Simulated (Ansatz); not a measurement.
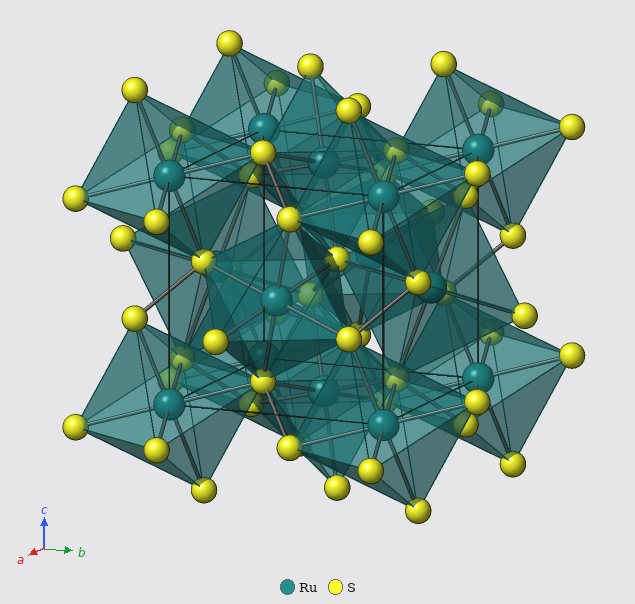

Structure drawing (polyhedral), viewed slightly off an axis. Atoms at the boundary of the conventional unit cell (the box) are drawn once for each face, edge or corner they touch. Some atoms of the next cells are drawn as well.

RuS$_{2}$, pyrite, space group Pa-3 (No. 205), a = 5.632 Å, b = 5.632 Å, c = 5.632 Å, α = 90.00°, β = 90.00°, γ = 90.00°. The initial geometry was a structure listed in the Materials Project. Earlier steps of the study may have refined or changed the cell and positions. It was the input of a calculation with Ansatz.

This one geometry was computed with Ansatz (DFT, plane waves, PAW) at five levels of theory: HSE06, PBE, PBE with spin-orbit coupling, r2SCAN and PBE0. It was relaxed beforehand with r2SCAN.

> Which level gives the highest pressure at this volume, and what does that say about its equilibrium volume?

Highest: PBE (1.6 GPa) and PBE with spin-orbit coupling (1.7 GPa), which points to the largest equilibrium volume. Lowest, with the smallest volume: HSE06 (-3.5 GPa) and PBE0 (-3.3 GPa). Levels within 0.5 GPa of each other can't be told apart.

> How does the band gap change with the level of theory?

PBE with spin-orbit coupling: a gap of 0.68 eV, indirect; PBE: a gap of 0.69 eV, indirect; r2SCAN: a gap of 0.88 eV, indirect; HSE06: a gap of 1.74 eV, indirect; PBE0: a gap of 2.44 eV, indirect.

> Collect the results in a table.

| level | cutoff (eV) | k-mesh of the run's cell | gap (eV) | pressure (GPa) |
| --- | --- | --- | --- | --- |
| HSE06 | 420 | 4×4×4 | 1.74 | -3.5 |
| PBE | 420 | 4×4×4 | 0.69 | 1.6 |
| PBE with spin-orbit coupling | 420 | 4×4×4 | 0.68 | 1.7 |
| r2SCAN | 500 | 4×4×4 | 0.88 | 0.0 |
| PBE0 | 420 | 4×4×4 | 2.44 | -3.3 |

Gaps are taken on the k-mesh or band path of each run.
